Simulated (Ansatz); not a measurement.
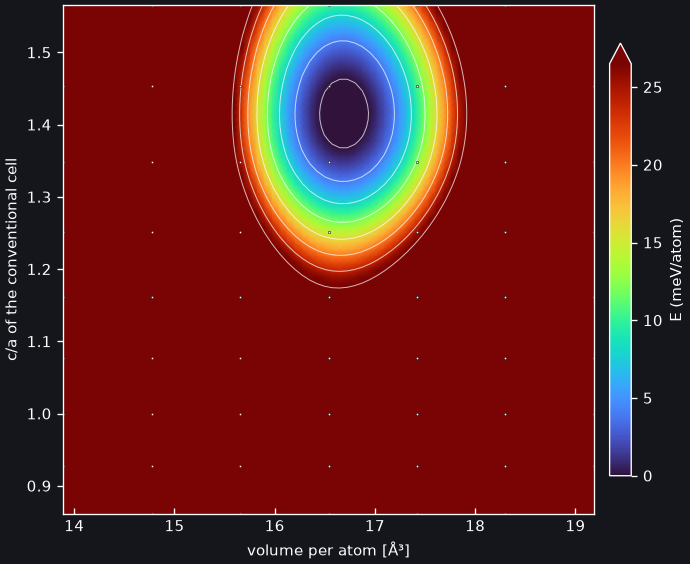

Ti (Im-3m, No. 229; 1 atom in the cell). The energy is mapped over volume and the cell's shape. Coordinates scanned: (1) volume per atom; (2) c/a of the conventional cell. Nothing is relaxed (symmetry fixes all fractional coordinates). Grid: 7 × 9 points. Points are written as (first, second). Energies: meV/atom, counted from the lowest grid point. Level of theory: Ansatz, DFT PBEsol, scalar-relativistic, plane waves, PAW. Settings: cutoff 520 eV, k-mesh 22×22×22, gaussian smearing 0.15 eV, no spin polarisation.

Drawn: a smooth colour map with a few white contour lines, dots at the grid points, one colour for all values above the top of the scale. Between grid points the surface is interpolated.

Q: Estimate the position of the minimum and the force constants in these coordinates.

A: The interpolated minimum is at volume per atom ≈ 16.69 Å³, c/a of the conventional cell ≈ 1.415. The curvatures there are about 0.043 eV/(Å³)² and 1.1 eV, with a cross term of about 0 eV/Å³ (per cell of 1 atoms). Round the minimum the two coordinates are nearly uncoupled.

PAW datasets: the set soft_1.
